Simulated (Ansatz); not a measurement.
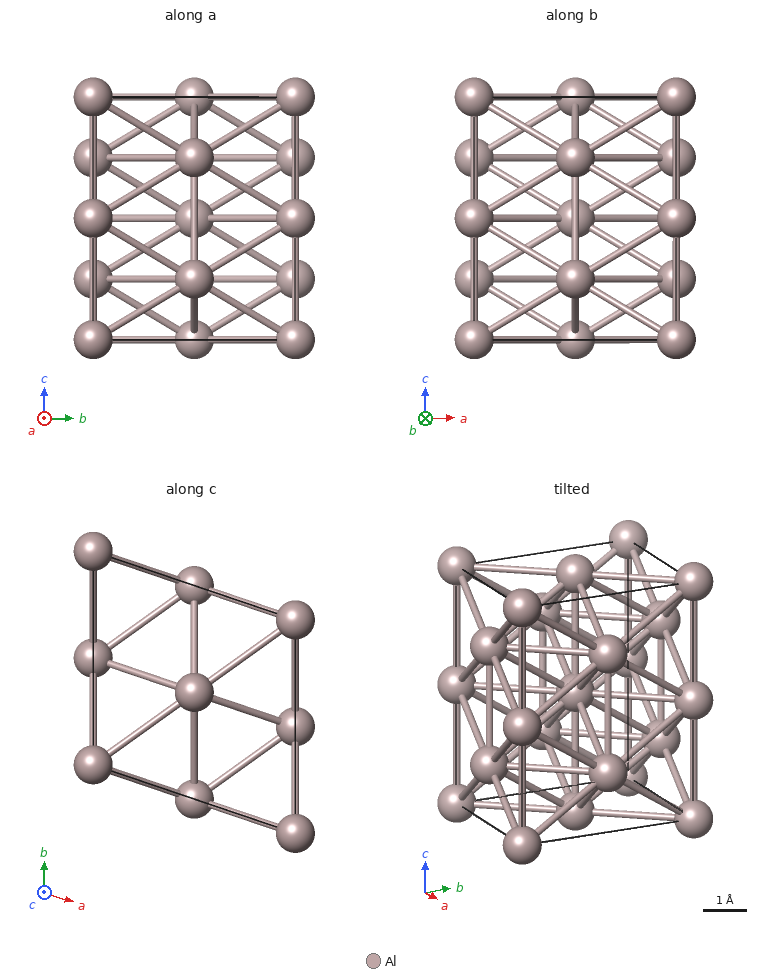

Ball-and-stick representation of a periodic structure, projected along the a axis, along the b axis, along the c axis and slightly off an axis. Lines trace the edges of the unit cell.

Lattice parameters: a = 4.9696 Å, b = 4.9698 Å, c = 5.6465 Å, α = 90.014°, β = 89.977°, γ = 108.735°.

Q: Convert the drawing into a CIF in P1 with every atom of the cell.

A:
```cif
data_structure
_symmetry_space_group_name_H-M 'P 1'
_symmetry_Int_Tables_number 1
_cell_length_a 4.9696
_cell_length_b 4.9698
_cell_length_c 5.6465
_cell_angle_alpha 90.014
_cell_angle_beta 89.977
_cell_angle_gamma 108.735
_cell_volume 132.07
loop_
_atom_site_label
_atom_site_type_symbol
_atom_site_fract_x
_atom_site_fract_y
_atom_site_fract_z
_atom_site_occupancy
Al1 Al 0.0000 0.0000 0.0000 1
Al2 Al 0.0000 0.0000 0.5000 1
Al3 Al 0.9999 0.4999 0.7500 1
Al4 Al 0.0001 0.5001 0.2500 1
Al5 Al 0.4999 0.9999 0.7500 1
Al6 Al 0.5001 0.0001 0.2500 1
Al7 Al 0.5000 0.5000 0.0000 1
Al8 Al 0.5000 0.5000 0.5000 1
```

The cell started as a random cell made by a generator, so it need not be a real form of the element. The geometry was optimised with Ansatz, DFT PBE, scalar-relativistic, plane waves, PAW.
